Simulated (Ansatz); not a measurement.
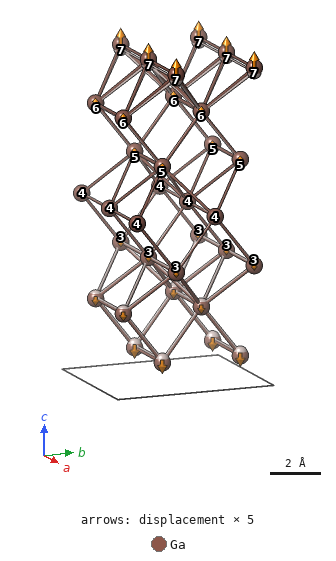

This is a relaxation of a slab of composition Ga (cut from the C2/c phase). The starting structure is drawn faded, the final one solid; orange arrows show the displacements, magnified 5 times.

The picture is a ball-and-stick view of the 2 × 2 repeat of the cell, outlined in the plane, without the vacuum, seen slightly off an axis.

Case: (0 1 0) slab, atoms relaxed. The slab is the (0 1 0) face of Ga.

The calculation used DFT PBE, scalar-relativistic, plane waves, PAW in Ansatz 0.2.0.

The input:
```yaml
crystal:
  lattice:
    - [2.8080461713, 0.0, 0.0]
    - [0.1776514392, 3.3860583513, 0.0]
    - [0.0, 0.0, 27.0893463968]
  atoms:
    - { symbol: Ga, position: [0.5, 0.75, 0.2768616079] }
    - { symbol: Ga, position: [0.5, 0.25, 0.3566261634] }
    - { symbol: Ga, position: [0.0, 0.75, 0.425620536] }
    - { symbol: Ga, position: [0.0, 0.25, 0.5053850915] }
    - { symbol: Ga, position: [0.5, 0.75, 0.574379464] }
    - { symbol: Ga, position: [0.5, 0.25, 0.6541440196] }
    - { symbol: Ga, position: [0.0, 0.75, 0.7231383921] }
basis:
  ecutwfc: 420
kpoints:
  mp_grid: { grid: [12, 10, 1] }
hamiltonian:
  xc: pbe
scf:
  occupations: { method: gaussian, width: 0.1 }
output:
  forces: true
  eigenvalues: true
relax:
  adjacent_minimum: "off"
  f_tol: 0.02
  max_steps: 60
efield:
  axis: 3
  dipole_correction: true
```

**What did the optimiser do to the structure, and how much energy did it gain?**

After 3 geometry steps the energy has fallen by 17.5 meV per cell of the calculation. Largest force component: 0.19 eV/Å at the start, 0.0023 eV/Å at the end. The atom that moves furthest relative to the layer's centre is Ga7 (0.18 Å along the normal (+c)). The cell stays as it was. Among the contacts that change: Ga6–Ga7 2.844 → 2.924 Å, Ga6–Ga7 (another image) 2.931 → 3.008 Å, Ga4–Ga5 2.844 → 2.881 Å, Ga4–Ga5 (another image) 2.931 → 2.966 Å. Among the angles between lasting bonds that change: Ga6–Ga7–Ga6 97.8° → 94.3°, Ga6–Ga7–Ga6 100.7° → 97.3°, Ga6–Ga7–Ga6 71.9° → 69.7°. The run took roughly 4 core-minutes on a shared host.
